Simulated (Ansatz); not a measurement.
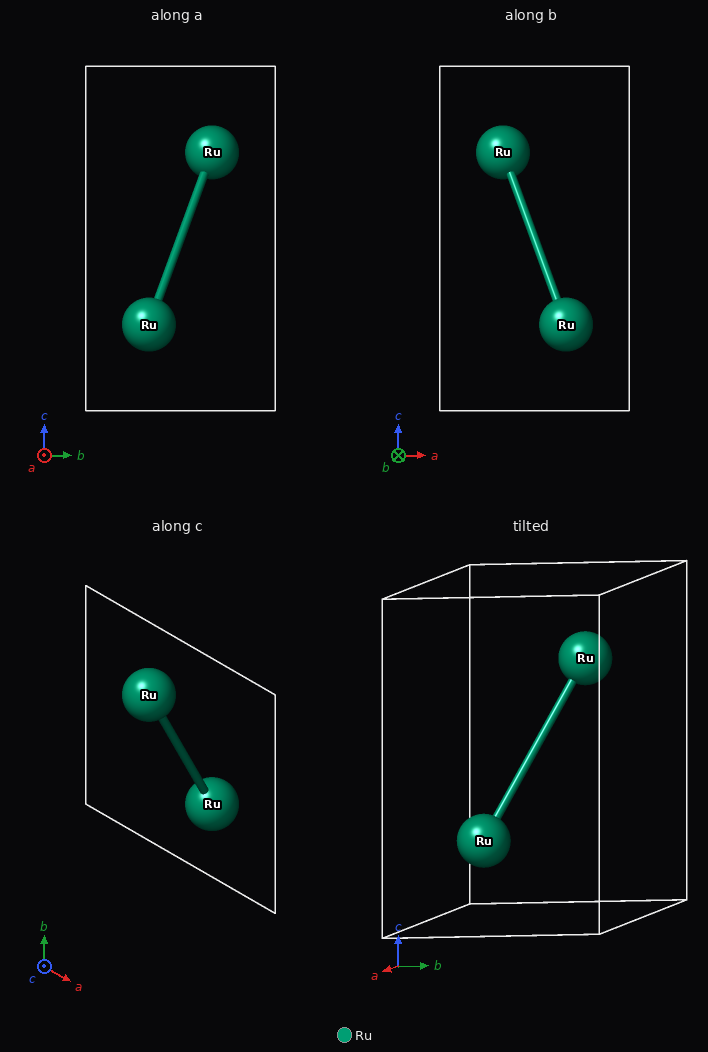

This ball-and-stick model is shown along the a axis, along the b axis, along the c axis and slightly off an axis. The frame is the conventional unit cell; atoms at its boundary are shown with their periodic copies.

Lattice parameters: a = 2.704 Å, b = 2.704 Å, c = 4.261 Å, α = 90.00°, β = 90.00°, γ = 120.00°. Put a along x and b in the xy plane.

> Give the structure in the form of a POSCAR file.

```
Ru
1.0
     2.704    0.000    0.000
    -1.352    2.342    0.000
     0.000    0.000    4.261
Ru
2
Direct
  0.3333 0.6667 0.7500
  0.6667 0.3333 0.2500
```

Its origin is a structure type filled with this element by a generator (whether the element takes this form wasn't checked). Earlier steps of the study may have refined or changed the cell and positions. It was the input of a calculation with Ansatz.
